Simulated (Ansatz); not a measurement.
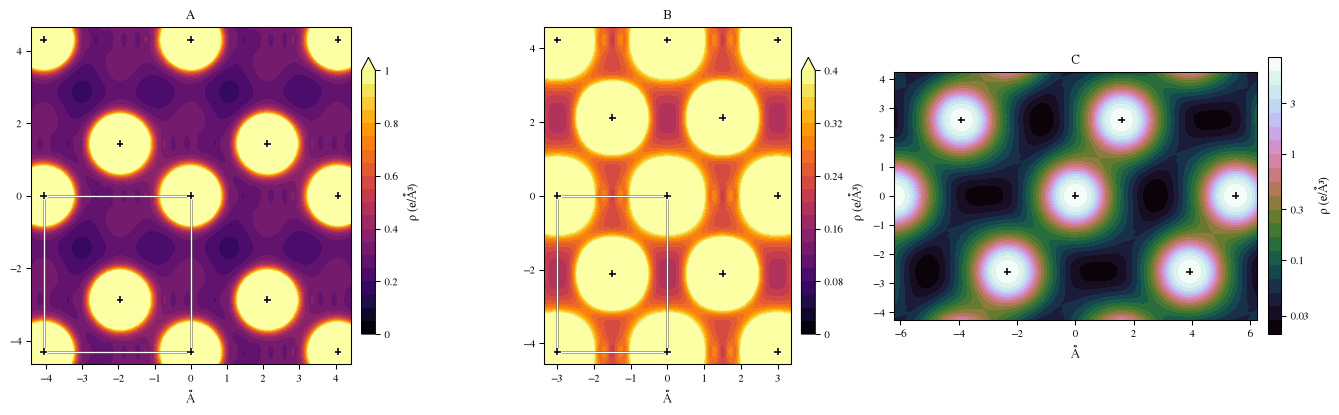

The valence electron density of 3 systems, each on a plane through atoms (crosses mark nuclei in the plane).

Computed with Kohn-Sham DFT of a periodic cell, PBE, Ansatz PAW in Ansatz.

System 1: Bi, the (110) plane of the conventional cell. Space group R-3m; computed pressure about 3 GPa in this cell.

```yaml
crystal:
  lattice:
    - [4.50456, 0.00000, 0.00000]
    - [-2.25228, 3.90107, 0.00000]
    - [0.00000, 0.00000, 11.73471]
  atoms:
    - { symbol: Bi, position: [0.66667, 0.33333, 0.09933] }
    - { symbol: Bi, position: [0.33333, 0.66667, 0.43267] }
    - { symbol: Bi, position: [0.00000, 0.00000, 0.76600] }
    - { symbol: Bi, position: [0.00000, 0.00000, 0.23400] }
    - { symbol: Bi, position: [0.66667, 0.33333, 0.56733] }
    - { symbol: Bi, position: [0.33333, 0.66667, 0.90067] }
```

System 2: TiCo, the (011̄) plane of the conventional cell. Space group Pm-3m; a structure from a database of computed crystals, not necessarily the ambient phase; spin-polarised.

```cif
data_structure
_symmetry_space_group_name_H-M 'P 1'
_symmetry_Int_Tables_number 1
_cell_length_a 2.9861
_cell_length_b 2.9861
_cell_length_c 2.9861
_cell_angle_alpha 90.000
_cell_angle_beta 90.000
_cell_angle_gamma 90.000
_cell_volume 26.63
loop_
_atom_site_label
_atom_site_type_symbol
_atom_site_fract_x
_atom_site_fract_y
_atom_site_fract_z
_atom_site_occupancy
Co1 Co 0.50000 0.50000 0.50000 1
Ti1 Ti 0.00000 0.00000 0.00000 1
```

System 3: Co, the (110) plane of the conventional cell. Space group P-3m1; a structure from a database of computed crystals, not necessarily the ambient phase; not relaxed (largest force 0.5 eV/Å); computed pressure about 8 GPa in this cell; spin-polarised.

```
Co
1.0
     2.48736    0.00000    0.00000
    -1.24368    2.15412    0.00000
     0.00000    0.00000    4.06329
Co
2
Direct
  0.33333 0.66667 0.74014
  0.66667 0.33333 0.25986
```

### Match each panel to its system.

Panel A is system 3, Co: the plane holds Co. Co–Co (2.42 Å): ρ at the midpoint is about 0.38 e/Å³. Panel B is system 2, TiCo: the plane holds Co and Ti. Ti–Co (2.59 Å): ρ at the midpoint is about 0.29 e/Å³. Panel C is system 1, Bi: the plane holds Bi. Bi–Bi (3.04 Å): ρ at the midpoint is about 0.3 e/Å³.
